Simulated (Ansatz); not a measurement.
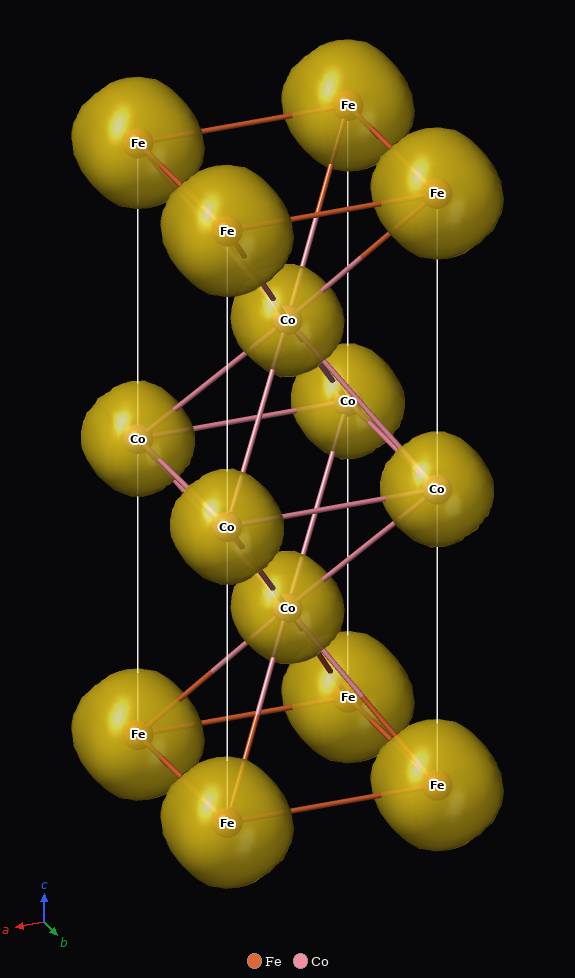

Figure. FeCo$_{3}$. Isosurface of the magnetisation density (up minus down) at +0.4 e/Å³ (yellow), seen at an oblique angle. Sticks mark near contacts.

Space group P4/mmm; a structure from a database of computed crystals, not necessarily the ambient phase; spin-polarised.

Computed with Ansatz 0.2.0, DFT PBEsol, scalar-relativistic, plane waves, PAW.

In a PAW calculation such maps are meaningful between the atoms, not at the nuclei.

```cif
data_structure
_symmetry_space_group_name_H-M 'P 1'
_symmetry_Int_Tables_number 1
_cell_length_a 2.4591
_cell_length_b 2.4591
_cell_length_c 7.0254
_cell_angle_alpha 90.000
_cell_angle_beta 90.000
_cell_angle_gamma 90.000
_cell_volume 42.48
loop_
_atom_site_label
_atom_site_type_symbol
_atom_site_fract_x
_atom_site_fract_y
_atom_site_fract_z
_atom_site_occupancy
Fe1 Fe 0.00000 0.00000 0.00000 1
Co1 Co 0.50000 0.50000 0.74339 1
Co2 Co 0.00000 0.00000 0.50000 1
Co3 Co 0.50000 0.50000 0.25661 1
```

### Where is the spin, and how is it ordered?

The spin density sits on Fe: +2.4 μB; Co: +1.7 μB (×3) in one cell of 4 atoms: parallel main moments (a ferromagnetic arrangement) in this solution. The cell of the calculation (4 atoms) carries 7.2 μB of net spin moment.
